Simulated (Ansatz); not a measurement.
Geometry relaxation of C (part 5 of 5)

C (slab, 11 atoms in the cell); DFT PBEsol, scalar-relativistic, plane waves, PAW, spin-polarised (Ansatz 0.2.0); cutoff 420 eV, 12×12×1 k-mesh, Gaussian smearing of 0.05 eV, collinear spins. The structure derives from an entry of the Crystallography Open Database. The input holds or restrains some coordinates. Forces given for the steps count only the free coordinates. It belongs to a series of runs on one base structure; here: C put at a bridge C-C site.

Geometry of the input (Å; fractional positions):
```
2.4988  0.0000  0.0000
-1.2494  2.1640  0.0000
0.0000  0.0000  27.8443
C  0.3333  0.6667  0.3053
C  0.6667  0.3333  0.3240
C  0.6667  0.3333  0.3800
C  0.3333  0.6667  0.3988
C  0.3333  0.6667  0.4547
C  0.6667  0.3333  0.4675
C  0.6667  0.3333  0.5764
C  0.3333  0.6667  0.5767
C  0.3333  0.6667  0.7160
C  0.6667  0.3333  0.7160
C  0.1667  -0.1667  0.7642
```

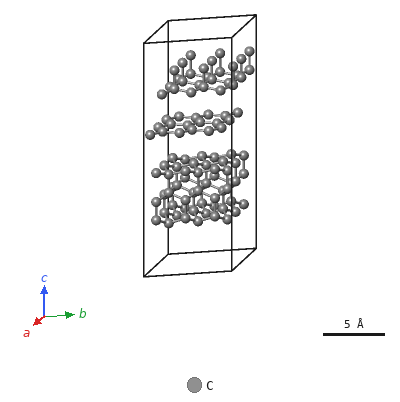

Figure 1. The geometry at step 11 of the log (ball-and-stick view of the 3 × 3 repeat of the cell, with the vacuum cut short, seen slightly off an axis).

Trajectory as extended XYZ, continued:
```
11
Lattice="2.4988 0.0000 0.0000 -1.2494 2.1640 0.0000 0.0000 0.0000 27.8443" Properties=species:S:1:pos:R:3:forces:R:3 step=8 energy=-2703.70825
C     0.0000    1.4427    8.5000   -0.0001   0.0000   3.4041
C     1.2494    0.7213    9.0226   -0.0002   0.0001  -4.2171
C     1.2494    0.7213   10.5804    0.0002  -0.0001   1.0485
C     0.0000    1.4427   11.1030    0.0000   0.0000  -2.2543
C     0.0000    1.4427   12.6608   -0.0007   0.0004   2.0375
C     1.2494    0.7214   13.0518    0.0003  -0.0002  -0.0115
C     1.5198    0.5653   16.4838    0.0029  -0.0017   0.0221
C     0.2702    1.2867   16.4864    0.0059  -0.0034  -0.0288
C    -0.3555    1.6480   19.9215   -0.0084   0.0048  -0.0593
C     0.8935    0.9268   19.7308    0.0010  -0.0006   0.0194
C     0.8912   -0.5145   21.5080   -0.0009   0.0005   0.0394
11
Lattice="2.4988 0.0000 0.0000 -1.2494 2.1640 0.0000 0.0000 0.0000 27.8443" Properties=species:S:1:pos:R:3:forces:R:3 step=9 energy=-2703.70955
C     0.0000    1.4427    8.5000    0.0000   0.0000   3.4045
C     1.2494    0.7213    9.0226   -0.0003   0.0002  -4.2173
C     1.2494    0.7213   10.5804    0.0002  -0.0001   1.0469
C     0.0000    1.4427   11.1030    0.0003  -0.0002  -2.2599
C     0.0000    1.4427   12.6608    0.0007  -0.0004   2.0294
C     1.2494    0.7213   13.0511   -0.0010   0.0006   0.0055
C     1.6442    0.4934   16.5077    0.0041  -0.0024  -0.0386
C     0.3946    1.2148   16.5074    0.0035  -0.0020   0.0292
C    -0.4311    1.6916   19.9099   -0.0109   0.0063  -0.1271
C     0.8180    0.9704   19.7095    0.0043  -0.0025   0.1111
C     0.8153   -0.4707   21.4935   -0.0007   0.0004   0.0162
11
Lattice="2.4988 0.0000 0.0000 -1.2494 2.1640 0.0000 0.0000 0.0000 27.8443" Properties=species:S:1:pos:R:3:forces:R:3 step=10 energy=-2703.71154
C     0.0000    1.4427    8.5000   -0.0001   0.0000   3.4044
C     1.2494    0.7213    9.0226   -0.0003   0.0002  -4.2174
C     1.2494    0.7213   10.5804    0.0002  -0.0001   1.0439
C     0.0000    1.4427   11.1030    0.0006  -0.0004  -2.2728
C     0.0000    1.4427   12.6608    0.0032  -0.0018   2.0084
C     1.2495    0.7213   13.0497   -0.0031   0.0018   0.0424
C     1.8128    0.3960   16.5065   -0.0073   0.0042  -0.0258
C     0.5631    1.1176   16.5077    0.0088  -0.0051   0.0129
C    -0.5373    1.7529   19.8688    0.0042  -0.0024  -0.1368
C     0.7123    1.0315   19.6692   -0.0093   0.0054   0.0851
C     0.7083   -0.4089   21.4501    0.0029  -0.0017   0.0560
11
Lattice="2.4988 0.0000 0.0000 -1.2494 2.1640 0.0000 0.0000 0.0000 27.8443" Properties=species:S:1:pos:R:3:forces:R:3 step=11 energy=-2703.71296
C     0.0000    1.4427    8.5000   -0.0004   0.0002   3.4044
C     1.2494    0.7213    9.0226   -0.0003   0.0001  -4.2173
C     1.2494    0.7213   10.5804    0.0002  -0.0001   1.0468
C     0.0000    1.4427   11.1030    0.0000   0.0000  -2.2636
C     0.0000    1.4427   12.6608    0.0017  -0.0010   2.0232
C     1.2495    0.7213   13.0509   -0.0007   0.0004   0.0111
C     1.8486    0.3754   16.4457   -0.0007   0.0004   0.0015
C     0.5990    1.0968   16.4478    0.0012  -0.0007  -0.0017
C    -0.5650    1.7689   19.8404    0.0082  -0.0047  -0.0468
C     0.6847    1.0474   19.6507   -0.0129   0.0075   0.0179
C     0.6810   -0.3932   21.4282    0.0037  -0.0021   0.0272
11
Lattice="2.4988 0.0000 0.0000 -1.2494 2.1640 0.0000 0.0000 0.0000 27.8443" Properties=species:S:1:pos:R:3:forces:R:3 step=12 energy=-2703.71306
C     0.0000    1.4427    8.5000   -0.0003   0.0002   3.4046
C     1.2494    0.7213    9.0226   -0.0003   0.0002  -4.2178
C     1.2494    0.7213   10.5804    0.0002  -0.0001   1.0483
C     0.0000    1.4427   11.1030    0.0003  -0.0002  -2.2605
C     0.0000    1.4427   12.6608    0.0020  -0.0011   2.0298
C     1.2495    0.7213   13.0514   -0.0012   0.0007  -0.0012
C     1.8813    0.3565   16.4412   -0.0036   0.0021  -0.0016
C     0.6317    1.0780   16.4434    0.0033  -0.0019  -0.0030
C    -0.5900    1.7833   19.8095   -0.0117   0.0068   0.0398
C     0.6593    1.0621   19.6247    0.0083  -0.0048   0.0108
C     0.6573   -0.3795   21.4047    0.0029  -0.0017  -0.0491
11
Lattice="2.4988 0.0000 0.0000 -1.2494 2.1640 0.0000 0.0000 0.0000 27.8443" Properties=species:S:1:pos:R:3:forces:R:3 step=13 energy=-2703.71317
C     0.0000    1.4427    8.5000   -0.0004   0.0002   3.4044
C     1.2494    0.7213    9.0226   -0.0003   0.0002  -4.2176
C     1.2494    0.7213   10.5804    0.0002  -0.0001   1.0485
C     0.0000    1.4427   11.1030   -0.0002   0.0001  -2.2598
C     0.0000    1.4427   12.6608    0.0005  -0.0003   2.0300
C     1.2494    0.7213   13.0514    0.0008  -0.0005  -0.0040
C     1.8834    0.3553   16.4260    0.0008  -0.0004  -0.0088
C     0.6338    1.0768   16.4274   -0.0010   0.0006   0.0088
C    -0.5938    1.7855   19.8104   -0.0071   0.0041   0.0097
C     0.6555    1.0642   19.6258    0.0051  -0.0030  -0.0155
C     0.6544   -0.3778   21.4021    0.0016  -0.0009   0.0043
```

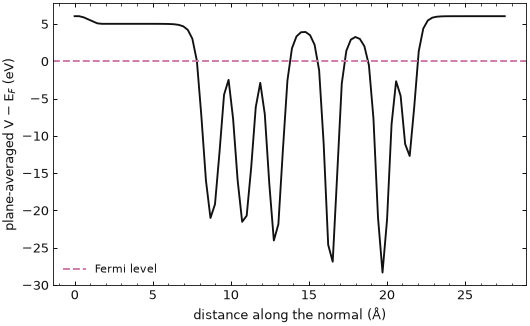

Figure 2. Plane average of the electrostatic potential energy of an electron across the cell, from the Fermi level. The vacuum level lies 6.04 eV above the Fermi level on the upper side and 5.02 eV on the lower.

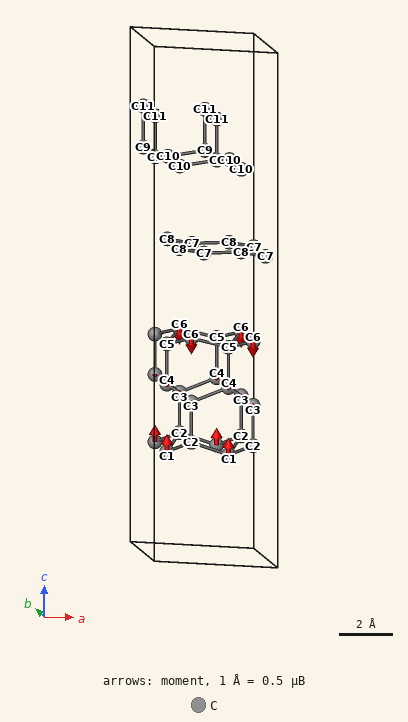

Figure 3. Magnetic moments of the sites as red arrows (ball-and-stick view of the 2 × 2 repeat of the cell, with the vacuum cut short, seen slightly off an axis; atoms are numbered from 1 in the order of the input); small moments hardly show. The run is collinear, so the axis drawn is arbitrary. Site moments: C1 (0.34 μB); C6 (−0.32 μB); C4 (−0.06 μB). They are counted near the atoms and needn't add up to the moment of the cell.

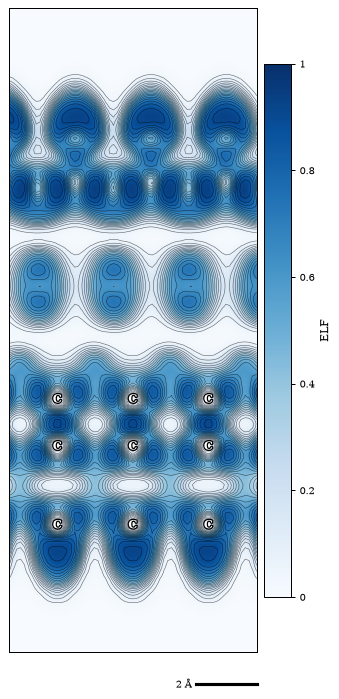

Figure 4. ELF on the (100) plane of the calculation cell, a cut from vacuum to vacuum. Atoms in the plane: C. Core electrons are frozen (PAW), so the fields are smoothed inside the atomic spheres.

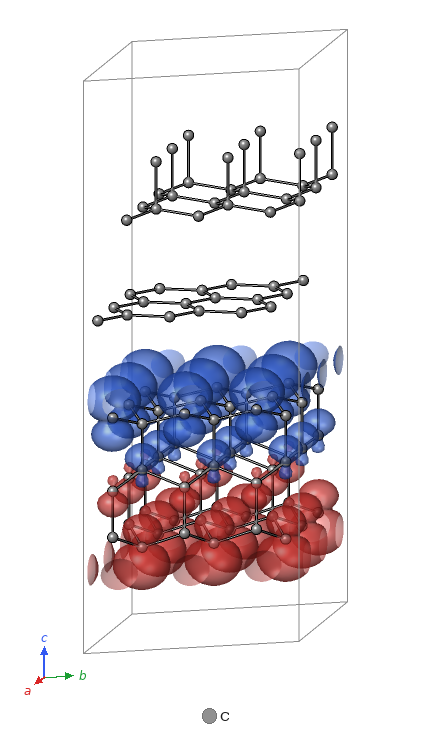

Figure 5. Isosurfaces of the magnetisation density (up minus down) at +0.04 (red) and −0.04 e/Å³ (blue), seen slightly off an axis. Sticks mark near contacts. The cell of the calculation (11 atoms) carries 0.0 μB net.

Key numbers:

| quantity | value |
| --- | --- |
| outcome | converged under the restraints of the input |
| electrons treated | 44 |
| free energy | −2703.7132 eV |
| work function, top face | 6.04 eV |
| work function, bottom face | 5.02 eV |
| Fermi energy | 2.757 eV |
| gap on the k-point mesh | none (metallic) |
| net moment of the cell | 0.01 μB |
| integrated absolute moment | 1.75 μB |
| final volume | 150.57 Å³ |
| work function (upper face) | 6.04 eV |
| largest force (length of the vector) at the end, held atoms and coordinates included | 4.218 eV/Å |
| hardware | 2 threads of AMD EPYC (Zen 3), 192 GiB of memory available, shared host |
| wall time | 9.2 min (CPU time 18 min) |
| peak memory | 0.64 GiB |

Notes:

The electronic state found may not be the lowest one. Notes on the run: the exchange-correlation potential is rough where the density is thin.
